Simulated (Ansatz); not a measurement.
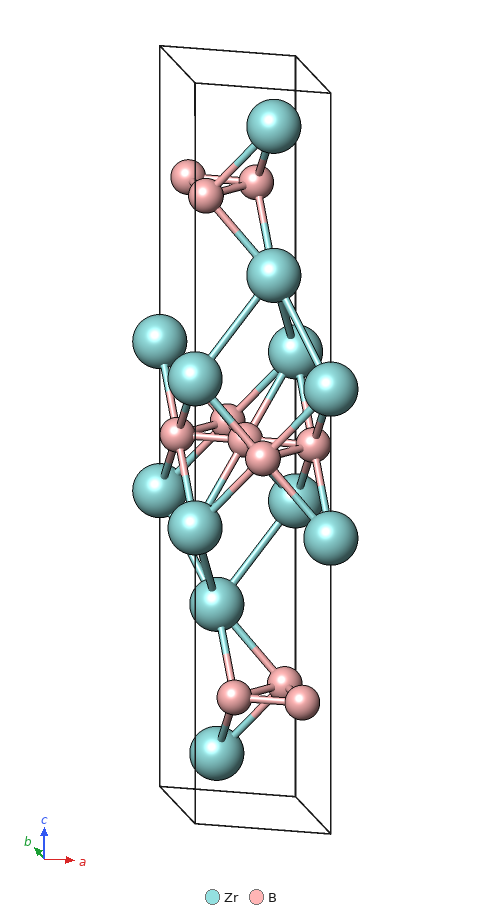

Figure: ball-and-stick view slightly off an axis. The wireframe shows the conventional unit cell. Cell: a = 3.45 Å, b = 3.45 Å, c = 18.88 Å, α = 90.00°, β = 90.00°, γ = 120.00°.

It goes back to a random cell made by a generator, so it need not be a real form of the compound. Earlier steps of the study, as a rule a relaxation of our own, may have changed the cell and positions, so they can lie some per cent off the listed ones. Ansatz was used for an electronic-structure calculation on it.

### What can be read from this drawing?

The stoichiometry is Zr2B3. The symmetry is that of R-3m (No. 166), on a rhombohedral (trigonal R) lattice. Counting shared atoms by their share gives 6 Zr, 9 B, or 15 atoms. By contacts within bonding range, the coordination numbers are Zr 9 and B 8. Not all metal-metal contacts are counted.

Theory: Ansatz, DFT PBE, scalar-relativistic, plane waves, PAW. Numerical settings: plane waves up to 420 eV, k-points about 0.18 Å⁻¹ apart, Gaussian smearing of 0.1 eV, no spin polarisation.

### Classify it as metallic or gapped, with the value.

A metal: bands cross the Fermi level.

### What charge does Bader's analysis assign to each element?

Zr +0.68 e; B -0.45 e.

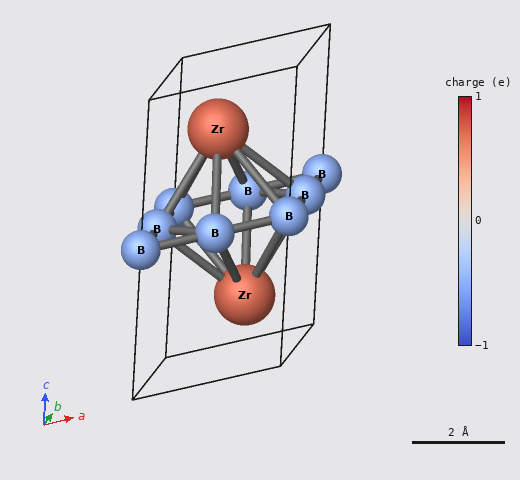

The atoms coloured by those charges. The run's cell of 5 atoms is drawn in a reduced setting, so axes and origin can differ from the first picture.

### Is the structure relaxed at this level of theory?

Yes. All forces vanish to within 0.01 eV/Å. The pressure is 0.0 GPa, close to zero.
